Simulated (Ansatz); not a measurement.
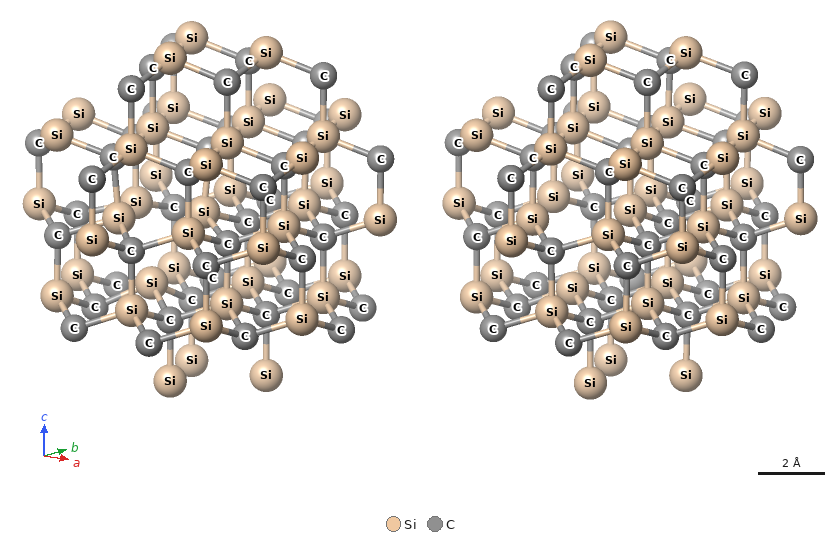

Two geometries of a defect cell of composition Si$_{96}$C$_{95}$ (cell charge −2), drawn at one scale. One is the start of a relaxation, the other its converged end. The picture is a ball-and-stick view of the atoms within 5.8 Å of the atom that moves most (axes of the cell of the calculation (origin shifted)), seen from a free direction.

These are results of DFT, PBEsol, PAW, plane waves in Ansatz, not measurements. (plane-wave cutoff 420 eV; k-point mesh 1 × 1 × 1; mesh shifted by (0.25, 0.25, 0.25); collinear spin; atoms relaxed in a fixed cell; force threshold 0.03 eV/Å; at most 80 steps)

### Which geometry has the lower energy?

The left one is the relaxed one. The largest move is that of a Si atom, 0.21 Å along [−2 −2 −1]. Largest moves by element: Si 0.21 Å, C 0.08 Å. The lattice vectors keep their values. Among the contacts that change: Si–Si 3.124 → 2.712 Å, Si–Si 3.061 → 2.666 Å, C–Si 1.852 → 1.993 Å, C–Si 1.894 → 2.002 Å. Among the angles between lasting bonds that change: Si–C–Si 112.4° → 104.7°, C–Si–C 110.9° → 103.2°, Si–C–Si 107.0° → 114.2°. After 8 geometry steps the energy has fallen by 3.735 eV per cell of the calculation. The largest force component goes from 2 to 0.0058 eV/Å.

Limits of the set-up: the cell is charged, on a uniform background, and energies carry no finite-size correction.
